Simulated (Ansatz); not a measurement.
**Run report: GaN, geometry relaxation (part 2 of 3)**

Continued. System: GaN (P1, 36 atoms in the cell). Method: DFT PBEsol, scalar-relativistic, plane waves, PAW, no spin polarisation (Ansatz 0.2.0); cutoff 420 eV, 2×2×2 k-mesh, Gaussian smearing of 0.02 eV. The structure derives from a Materials Project entry. It belongs to a series of runs on one base structure; here: the perfect supercell shaken and relaxed.

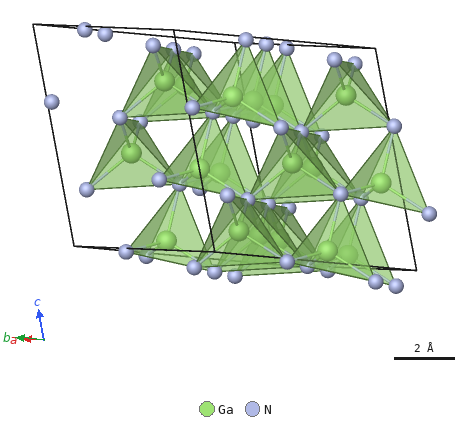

Figure 1. The geometry at step 4 of the log (polyhedral view of the cell of the calculation, seen at an oblique angle; polyhedra are completed across the faces of the cell).

**The program's output, continued**
```
SCF iter   1: F=—  HF=-74211.229510 eV  |F-HF|=—  |Δ(HF+E_count)|=         —  Δρ=9.67e-5  dr2=4.59e-5  ethr=1.42e-8  ⟨swp⟩=1.0  Hψ=1856  notcnv=0
preconditioner: auto → Resta (q_TF=auto, 2.624 Å⁻¹)  ε∞=5.0  [insulator: Δε(μ)=3.238 eV  Ē_g=16.524 eV  σ=0.020 eV  W_gap=1.00  n_scr=124 (ndim 8)  ℏωp=33.0 eV  f_vac=0.007  D(μ)=0.00/eV (n_scr^D=0)  ε∞_Penn≈5.0]
SCF iter   2: F=—  HF=-74211.229351 eV  |F-HF|=—  |Δ(HF+E_count)|=   1.59e-4  Δρ=4.08e-5  dr2=1.06e-5  ethr=1.42e-8  ⟨swp⟩=2.0  Hψ=1324  notcnv=0
SCF iter   3: F=—  HF=-74211.229350 eV  |F-HF|=—  |Δ(HF+E_count)|=   9.01e-7  Δρ=2.71e-5  dr2=5.43e-6  ethr=3.28e-9  ⟨swp⟩=2.2  Hψ=1054  notcnv=0
SCF iter   4: F=—  HF=-74211.229350 eV  |F-HF|=—  |Δ(HF+E_count)|=   1.40e-7  Δρ=1.78e-5  dr2=2.17e-6  ethr=1.67e-9  ⟨swp⟩=2.0  Hψ=896  notcnv=0
SCF iter   5: F=—  HF=-74211.229350 eV  |F-HF|=—  |Δ(HF+E_count)|=   2.84e-7  Δρ=3.75e-6  dr2=1.10e-7  ethr=6.71e-10  ⟨swp⟩=2.0  Hψ=880  notcnv=0
SCF iter   6: F=-74211.229350 eV  HF=-74211.229350 eV  |F-HF|=1.41e-9  |Δ(HF+E_count)|=   1.64e-9  Δρ=8.82e-7  dr2=4.25e-9  ethr=3.09e-11  ⟨swp⟩=6.2  Hψ=2573  notcnv=0
SCF 4 converged in 6 iterations: F = -74211.229350 eV  dr2 = 4.25e-9
relax step   4: F+E_penalty+E_count = -74211.22934985 eV  Δ(F+E_penalty+E_count) = -4.485e-5 eV  max|allowed force component| = 1.990e-2 eV/Å  Δτ_max = 0.0000 Å  (6 SCF iters, accepted)
SCF converged after 6 iterations
Free energy (F): -74211.229350 eV
Harris-Foulkes:  -74211.229350 eV  (|F-HF|=1.41e-9)
Internal energy: -74211.229350 eV  (E = F + TS)
E sigma→0 (E₀):  -74211.229350 eV
Fermi energy:    11.083067 eV
--- Per-component energies (eV) ---
  E_band       = -118.372605
  E_kinetic    = 4441.929114
  E_local      = -35077.810123  (includes V_loc(G=0)·N_el)
  E_nonlocal   = 8559.664446
  E_hartree    = 16118.843360
  E_xc         = -2298.672152
  E_vxc        = -2409.896797  (∫ρ·V_xc dr)
  E_paw        = -37368.710154  (= ΣΔE_a)
  E_vpaw       = -7869.945522  (= ΣTr[D̂ρ^β])
  E_aug_tail   = 0.001003  (compensation charges beyond the density's cutoff)
  E_ewald      = -28602.514223
  E_core_change = 16.039380  (= ΣΔE_core)
  E_smearing   = -0.000000  (= −TS)
  E_closure    = -0.000000  (closes the sum)
  Σ components = -74211.229350   (vs F -74211.229350, Δ=0.00e0)
--- Forces (eV/Å), atoms counted from 1 ---
  atom   1  Ga    -0.00009286     0.00262954    -0.00855426
  atom   2  Ga     0.00774337    -0.00668394     0.00310877
  atom   3  Ga    -0.00059592    -0.00337596     0.00261556
  atom   4  Ga    -0.00389672    -0.00522095    -0.00293043
  atom   5  Ga     0.00801253    -0.00713170     0.00507359
  atom   6  Ga    -0.00273674    -0.00492797     0.00474989
  atom   7  Ga     0.00120348    -0.00627375    -0.00751485
  atom   8  Ga    -0.00354791    -0.00181792    -0.01990443
  atom   9  Ga    -0.00623879    -0.00222698     0.00108306
  atom  10  Ga    -0.00203532    -0.00332316     0.00182159
  atom  11  Ga    -0.00284450    -0.00716344    -0.00321775
  atom  12  Ga    -0.00093419     0.00206637     0.00004684
  atom  13  Ga    -0.00225169     0.00175952    -0.00510366
  atom  14  Ga     0.00487342    -0.00309615     0.00366208
  atom  15  Ga    -0.00220309    -0.00366507    -0.00111927
  atom  16  Ga     0.00598538     0.00131316    -0.00687730
  atom  17  Ga     0.00090649    -0.00435235    -0.00696191
  atom  18  Ga    -0.00062567    -0.00632823    -0.00183882
  atom  19  N     -0.00043543     0.00614283    -0.00275206
  atom  20  N      0.00059621     0.00238966    -0.00403276
  atom  21  N      0.00527837     0.00376794    -0.00426127
  atom  22  N      0.00131357     0.00272575     0.00243097
  atom  23  N     -0.00237057     0.00051363    -0.00199061
  atom  24  N     -0.00007822     0.00402056    -0.00280190
  atom  25  N     -0.00259877     0.00197263     0.00555272
  atom  26  N     -0.00156954     0.00102049     0.01525242
  atom  27  N      0.00195412     0.00108418     0.00089139
  atom  28  N      0.00003830     0.00201945     0.00207643
  atom  29  N     -0.00431347     0.00220370     0.00091906
  atom  30  N     -0.00441664     0.00452129     0.00242705
  atom  31  N      0.00238972     0.00947629     0.00831142
  atom  32  N     -0.00994258     0.00521018     0.00153079
  atom  33  N      0.00386134    -0.00124533    -0.00076924
  atom  34  N     -0.00035940     0.00413589     0.00525066
  atom  35  N      0.00297008     0.00205839     0.00474648
  atom  36  N      0.00696230     0.00580236     0.00907807
  max |Σ_I F_I| component: 1.65e-6 eV/Å
--- Band table (eV) ---
  k-point 0: bands = ["-6.2073", "-5.6385", "-5.6379", "-5.6376", "-5.5292", "-5.4536", "-5.4530", "-5.4528", "-5.3662", "-5.3657", "-5.3655", "-5.3106", "-5.3102", "-5.3100", "-5.3046", "-5.3043", "-5.3041", "-5.3037", "-3.8430", "-3.8430", "-3.8099", "-3.8099", "-3.8066", "-3.7990", "-3.7990", "-3.7972", "-3.7971", "-3.7971", "-3.7958", "-3.7957", "-3.7957", "-3.7719", "-3.7719", "-3.7718", "-3.7693", "-3.7693", "-3.7693", "-3.7189", "-3.7188", "-3.7188",
      "-3.6966", "-3.6966", "-3.6965", "-3.6934", "-3.6934", "-3.6933", "-3.6933", "-3.6810", "-3.6809", "-3.6809", "-3.6337", "-3.6336", "-3.6335", "-3.6334", "-3.6333", "-3.6333", "-3.6313", "-3.6313", "-3.6089", "-3.6088", "-3.6088", "-3.5922", "-3.5921", "-3.5920", "-3.5866", "-3.5866", "-3.5865", "-3.5707", "-3.5707", "-3.5646", "-3.5646", "-3.5645", "-3.5644", "-3.5627", "-3.5627", "-3.5473", "-3.5473", "-3.5433", "-3.5432", "-3.5432",
      "-3.5236", "-3.5235", "-3.5235", "-3.5058", "-3.5057", "-3.5057", "-3.5006", "-3.5006", "-3.4752", "-3.4752", "-3.4751", "-3.1669", "-3.1668", "-3.1666", "-2.8263", "-2.8262", "-2.8261", "-2.7874", "-2.4587", "-2.4587", "-2.4586", "-1.7725", "-1.7724", "-1.7724", "-1.7722", "-1.7043", "-1.7042", "-1.7041", "3.5416", "3.5858", "3.5869", "3.5872", "3.7356", "3.7361", "3.7364", "3.7367", "3.8833", "3.8835", "3.8840", "4.3584",
      "4.3586", "4.3589", "4.5464", "4.5466", "4.7645", "4.7647", "4.7654", "5.6306", "5.6306", "5.6310", "6.3418", "6.3420", "6.9539", "6.9544", "6.9546", "7.2334", "7.2335", "7.2336", "7.3995", "7.3998", "7.3999", "7.4007", "7.7645", "7.7647", "7.7648", "7.9651", "7.9660", "7.9662", "8.0642", "8.1873", "8.1875", "8.1877", "8.3684", "8.3693", "8.3696", "8.7221", "8.7224", "8.8290", "8.8293", "8.8294",
      "9.4637", "9.4639", "12.7023", "13.9308", "14.1028", "14.1031", "14.1042", "14.3210", "14.3213", "14.3217", "14.7599", "14.7603", "14.7608", "15.2834", "15.2838", "15.2844", "15.3862", "15.3865", "16.3465", "16.3471", "16.3475", "16.7558", "16.7563", "16.7569", "16.7577", "17.0992", "17.0997", "17.1008", "17.5828", "17.5829", "17.5843", "17.7115", "17.7121", "17.9504", "17.9506", "17.9517", "18.3377", "18.8151"]
  k-point 1: bands = ["-6.1076", "-5.7581", "-5.6517", "-5.6512", "-5.5607", "-5.4468", "-5.4462", "-5.4124", "-5.3972", "-5.3464", "-5.3460", "-5.3423", "-5.3418", "-5.3013", "-5.3008", "-5.2913", "-5.2909", "-5.2869", "-3.8309", "-3.8170", "-3.8169", "-3.8112", "-3.8107", "-3.8083", "-3.7906", "-3.7893", "-3.7804", "-3.7804", "-3.7790", "-3.7790", "-3.7724", "-3.7724", "-3.7688", "-3.7682", "-3.7522", "-3.7522", "-3.7431", "-3.7395", "-3.7394", "-3.7350",
      "-3.7349", "-3.7219", "-3.7219", "-3.7209", "-3.7183", "-3.7182", "-3.7091", "-3.7091", "-3.6684", "-3.6684", "-3.6542", "-3.6542", "-3.6514", "-3.6337", "-3.6293", "-3.6292", "-3.6151", "-3.6150", "-3.6127", "-3.6126", "-3.6081", "-3.6073", "-3.6063", "-3.6062", "-3.5971", "-3.5970", "-3.5945", "-3.5870", "-3.5835", "-3.5835", "-3.5794", "-3.5794", "-3.5451", "-3.5360", "-3.5359", "-3.5355", "-3.5300", "-3.5234", "-3.5234", "-3.5202",
      "-3.5201", "-3.5183", "-3.5150", "-3.5150", "-3.5067", "-3.5067", "-3.4978", "-3.4955", "-3.4954", "-3.4863", "-3.4762", "-3.4062", "-3.2506", "-3.2504", "-3.0752", "-2.4918", "-2.4916", "-2.2730", "-2.2304", "-2.2304", "-2.1610", "-2.1610", "-2.1072", "-1.9869", "-1.9868", "-1.8789", "-1.5844", "-1.5842", "2.8226", "2.9791", "3.2900", "3.2900", "3.4812", "3.4816", "3.5932", "3.5935", "3.6806", "3.9436", "3.9441", "4.4548",
      "4.4550", "4.9736", "5.4523", "5.4524", "5.5833", "5.5836", "5.9899", "5.9901", "6.1365", "6.1370", "6.1532", "6.2475", "6.2477", "6.2835", "6.7943", "6.7947", "6.8914", "7.0663", "7.1467", "7.1472", "7.5619", "7.5624", "7.6382", "7.6388", "7.6510", "7.7897", "7.7899", "7.7977", "7.9031", "8.0773", "8.1759", "8.1766", "8.2697", "8.2699", "8.2805", "8.3091", "8.5149", "8.6875", "8.6882", "8.8552",
      "9.2505", "9.3530", "13.0900", "13.8325", "14.3595", "14.5148", "14.5153", "14.6055", "14.7346", "14.7351", "15.0086", "15.1257", "15.1978", "15.1984", "15.3164", "15.3170", "15.9963", "15.9968", "16.1896", "16.1902", "16.3790", "16.3795", "16.8350", "16.8358", "17.1178", "17.1534", "17.3436", "17.3442", "17.3646", "17.3653", "17.3944", "17.5190", "17.6639", "17.8699", "17.8710", "17.8714", "17.8722", "18.3779"]
  k-point 2: bands = ["-6.1076", "-5.7580", "-5.6517", "-5.6513", "-5.5607", "-5.4467", "-5.4463", "-5.4124", "-5.3971", "-5.3464", "-5.3461", "-5.3423", "-5.3419", "-5.3011", "-5.3008", "-5.2913", "-5.2909", "-5.2869", "-3.8310", "-3.8170", "-3.8169", "-3.8112", "-3.8107", "-3.8083", "-3.7906", "-3.7893", "-3.7804", "-3.7804", "-3.7790", "-3.7790", "-3.7724", "-3.7724", "-3.7688", "-3.7682", "-3.7522", "-3.7521", "-3.7431", "-3.7394", "-3.7394", "-3.7350",
      "-3.7349", "-3.7219", "-3.7219", "-3.7209", "-3.7183", "-3.7183", "-3.7091", "-3.7091", "-3.6684", "-3.6683", "-3.6542", "-3.6542", "-3.6514", "-3.6337", "-3.6293", "-3.6292", "-3.6151", "-3.6150", "-3.6127", "-3.6126", "-3.6081", "-3.6073", "-3.6063", "-3.6062", "-3.5971", "-3.5970", "-3.5945", "-3.5870", "-3.5835", "-3.5835", "-3.5794", "-3.5794", "-3.5451", "-3.5360", "-3.5359", "-3.5355", "-3.5300", "-3.5234", "-3.5234", "-3.5202",
      "-3.5201", "-3.5183", "-3.5151", "-3.5150", "-3.5067", "-3.5067", "-3.4978", "-3.4955", "-3.4954", "-3.4863", "-3.4762", "-3.4063", "-3.2505", "-3.2504", "-3.0751", "-2.4918", "-2.4917", "-2.2730", "-2.2304", "-2.2304", "-2.1611", "-2.1610", "-2.1072", "-1.9868", "-1.9868", "-1.8788", "-1.5843", "-1.5843", "2.8225", "2.9790", "3.2896", "3.2898", "3.4815", "3.4817", "3.5934", "3.5939", "3.6805", "3.9434", "3.9444", "4.4547",
      "4.4549", "4.9740", "5.4524", "5.4527", "5.5833", "5.5839", "5.9896", "5.9899", "6.1365", "6.1372", "6.1527", "6.2471", "6.2473", "6.2835", "6.7947", "6.7950", "6.8913", "7.0664", "7.1466", "7.1469", "7.5621", "7.5626", "7.6378", "7.6384", "7.6506", "7.7899", "7.7904", "7.7977", "7.9030", "8.0775", "8.1758", "8.1765", "8.2695", "8.2698", "8.2807", "8.3092", "8.5149", "8.6876", "8.6883", "8.8555",
      "9.2504", "9.3531", "13.0900", "13.8325", "14.3594", "14.5148", "14.5153", "14.6057", "14.7345", "14.7350", "15.0087", "15.1257", "15.1979", "15.1986", "15.3163", "15.3170", "15.9962", "15.9967", "16.1899", "16.1899", "16.3788", "16.3794", "16.8351", "16.8361", "17.1176", "17.1533", "17.3436", "17.3445", "17.3645", "17.3650", "17.3944", "17.5190", "17.6638", "17.8702", "17.8708", "17.8716", "17.8721", "18.3784"]
```
